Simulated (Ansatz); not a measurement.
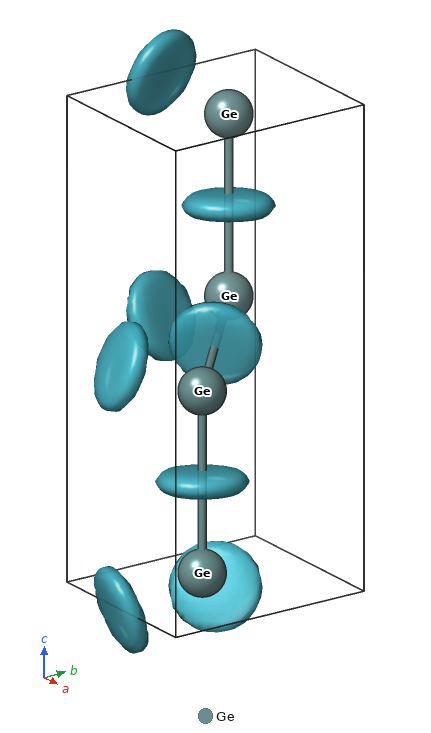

Figure. Ge. Isosurface of the electron localisation function at 0.7 (cyan), seen slightly off an axis. Core shells and regions of very low density are left out. Sticks mark near contacts.

Space group P6₃/mmc; a structure from a database of computed crystals, not necessarily the ambient phase.

Level of theory: Ansatz 0.2.0, DFT r2SCAN, plane waves, PAW.

In a PAW calculation such maps are meaningful between the atoms, not at the nuclei.

```
CELL_PARAMETERS angstrom
3.99759 0.00000 0.00000
-1.99879 3.46201 0.00000
0.00000 0.00000 6.59938
ATOMIC_POSITIONS crystal
Ge 0.66667 0.33333 0.06290
Ge 0.33333 0.66667 0.56290
Ge 0.66667 0.33333 0.43710
Ge 0.33333 0.66667 0.93710
```

Where are the electrons localised?

At this value the surface marks out eight regions between bonded Ge–Ge atoms (shared pairs), counted in one cell of 4 atoms. Regions shared between cells count once. Profiles from the grid: Ge–Ge (2.45 Å): the ELF peaks at about 0.80 between the atoms (localised, covalent bonding).
